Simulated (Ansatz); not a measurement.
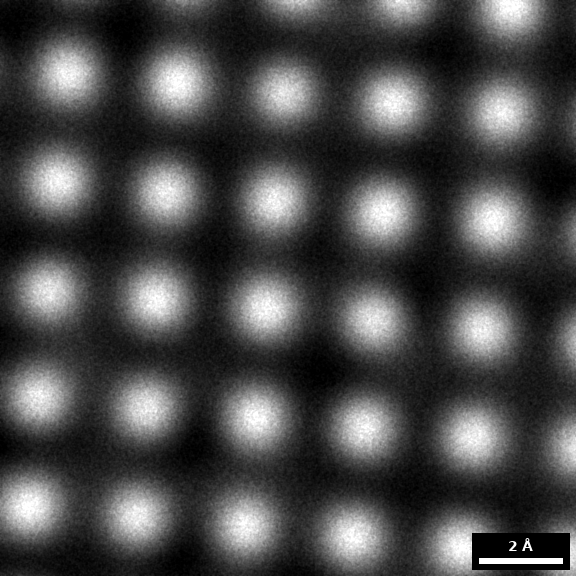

An image along [001] of one of the structures below (computed or model cells, partly hypothetical, each in its standard cell). The image is simulated as a sum over atoms of Z^1.7, blurred by a 1.30 Å probe (no channelling). The probe carries 15 % of its weight in a tail 2.5 times as wide. Shot noise and the speckle of an amorphous layer were added.

A. Ni
Space group Im-3m (No. 229). a = 2.840 Å, b = 2.840 Å, c = 2.840 Å, α = 90.00°, β = 90.00°, γ = 90.00°
| atom | site | symmetry | x | y | z |
| --- | --- | --- | --- | --- | --- |
| Ni | 2a | m-3m | 0.0000 | 0.0000 | 0.0000 |

B. W
Space group Pm-3m (No. 221). a = 2.647 Å, b = 2.647 Å, c = 2.647 Å, α = 90.00°, β = 90.00°, γ = 90.00°
| atom | site | symmetry | x | y | z |
| --- | --- | --- | --- | --- | --- |
| W | 1a | m-3m | 0.0000 | 0.0000 | 0.0000 |

C. W
Space group P6/mmm (No. 191). a = 4.613 Å, b = 4.613 Å, c = 2.566 Å, α = 90.00°, β = 90.00°, γ = 120.00°
```csv
atom,site,symmetry,x,y,z
W,1a,6/mmm,0.0000,0.0000,0.0000
W,2d,-6m2,0.3333,0.6667,0.5000
```

D. W
Space group Fddd:1 (No. 70). a = 2.707 Å, b = 5.414 Å, c = 9.110 Å, α = 90.00°, β = 90.00°, γ = 90.00°
| atom | site | symmetry | x | y | z |
| --- | --- | --- | --- | --- | --- |
| W | 8b | 222 | 0.7500 | 0.7500 | 0.7500 |

### Which structure was imaged?

B, W. Along [001] the projected cells are A 2.01 × 2.01 Å, 90°; B 2.65 × 2.65 Å, 90°; C 2.66 × 2.66 Å, 120°; D 1.35 × 1.51 Å, 117°. The image repeats as B does.

Structure B: the end point of a relaxation with Ansatz 0.2.0, DFT, revPBE, plane waves (420 eV) with PAW, scalar-relativistic; the starting structure was generated, so it need not be a known form of this composition.
